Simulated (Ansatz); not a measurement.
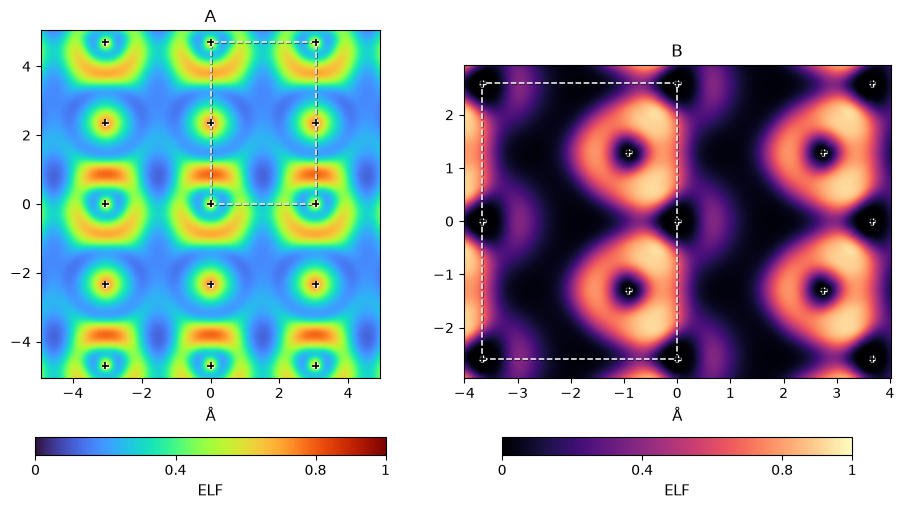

The electron localisation function of 2 systems, each on a plane through atoms (crosses mark nuclei in the plane).

The calculation used DFT, LDA, PAW with Ansatz's default frozen-core files, scalar-relativistic (Ansatz).

System 1: SiNi, the (010) plane of the conventional cell. Space group Pmmn; changed on purpose from its base cell (equal xx and yy strain of +1 %, PAW files); computed pressure about −13 GPa in this cell; the program warned that a starting moment wasn't kept; spin-polarised, but the moments vanished.

System 2: BN, the (110) plane of the conventional cell. Space group F-43m; computed pressure about −24 GPa in this cell.

```
B N
1.0
     3.66257    0.00000    0.00000
     0.00000    0.00000   -3.66257
     0.00000    3.66257    0.00000
B N
4 4
Direct
  0.50000 0.50000 0.00000
  0.00000 0.50000 0.50000
  0.00000 0.00000 0.00000
  0.50000 0.00000 0.50000
  0.75000 0.75000 0.25000
  0.25000 0.75000 0.75000
  0.25000 0.25000 0.25000
  0.75000 0.25000 0.75000
```

**Which map belongs to which system?**

Panel A is system 1, SiNi: the plane holds Si and Ni. Si–Ni (2.34 Å): the ELF peaks at about 0.70 in the valence shell of Si, 0.9 Å from its nucleus, and is about 0.45 at the midpoint. Panel B is system 2, BN: the plane holds B and N. B–N (1.59 Å): the ELF peaks at about 0.95 between the atoms (a polar covalent bond).
